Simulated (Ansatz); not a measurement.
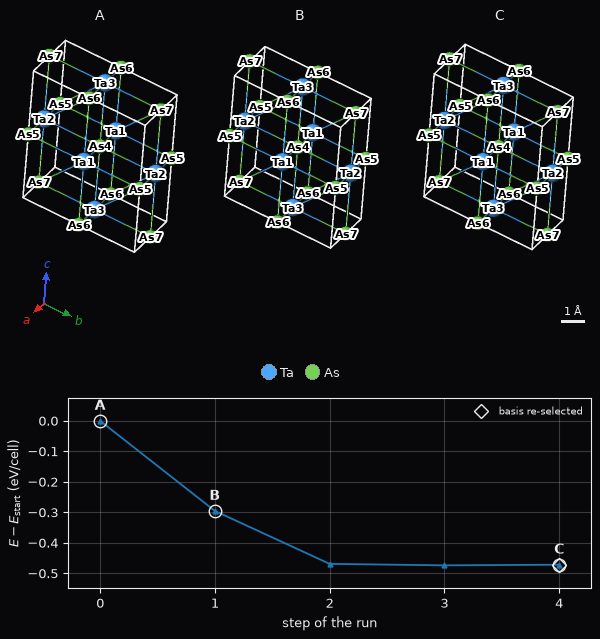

Frames of a relaxation of a crystal of Ta$_{3}$As$_{4}$ (a generated structure, set up in Im-3m) (coarse preliminary run), marked on the history of the run. Style: ball-and-stick. Shown: the cell of the calculation, slightly off an axis.

These are results of DFT PBE, scalar-relativistic, plane waves, PAW (Ansatz), not measurements. (plane-wave cutoff 420 eV; k-point mesh 4 × 4 × 4; occupations gaussian; smearing width 0.1 eV; no spin polarisation; cell and atoms relaxed; force threshold 0.04 eV/Å; at most 70 steps)

**What happens along the run?**

No atom moves by more than 0.005 Å relative to the cell. The volume changes by −9.0 %, with a = b = c 5.698 → 5.521 Å (−3.1 %). Near-neighbour distances that change, for instance: Ta1–Ta2 3.290 → 3.188 Å, Ta1–As4 2.849 → 2.761 Å. The space group stays Im-3m (No. 229). After 3 accepted moves (4 points after the start) the energy has fallen by 0.471 eV per cell of the calculation. All forces vanish by symmetry, so only the cell relaxes. The pressure goes from −10.76 to −0.05 GPa. The SCF was repeated once at an unchanged geometry on a basis and grid sized afresh for the cell, which shifted the energy by 2.1 meV per cell of the calculation at most. Cost: 19 s on 1 thread of Arm Neoverse V2 (shared host), peak memory 0.41 GiB. From step 0 to 1: volume −13.9 %, energy −0.295 eV per cell of the calculation. From step 1 to 4: volume +5.7 %, energy −0.176 eV per cell of the calculation.

```json
{"step": "0", "E − E(0), meV/atom": "0.00", "pressure, GPa": "-10.76", "volume, Å³/atom": "20.344", "note": ""}
{"step": "1", "E − E(0), meV/atom": "-42.17", "pressure, GPa": "8.70", "volume, Å³/atom": "17.512", "note": ""}
{"step": "2", "E − E(0), meV/atom": "-66.95", "pressure, GPa": "-1.24", "volume, Å³/atom": "18.674", "note": ""}
{"step": "3", "E − E(0), meV/atom": "-67.65", "pressure, GPa": "-0.04", "volume, Å³/atom": "18.511", "note": ""}
{"step": "4", "E − E(0), meV/atom": "-67.35", "pressure, GPa": "-0.05", "volume, Å³/atom": "18.511", "note": "same geometry, new basis"}
```
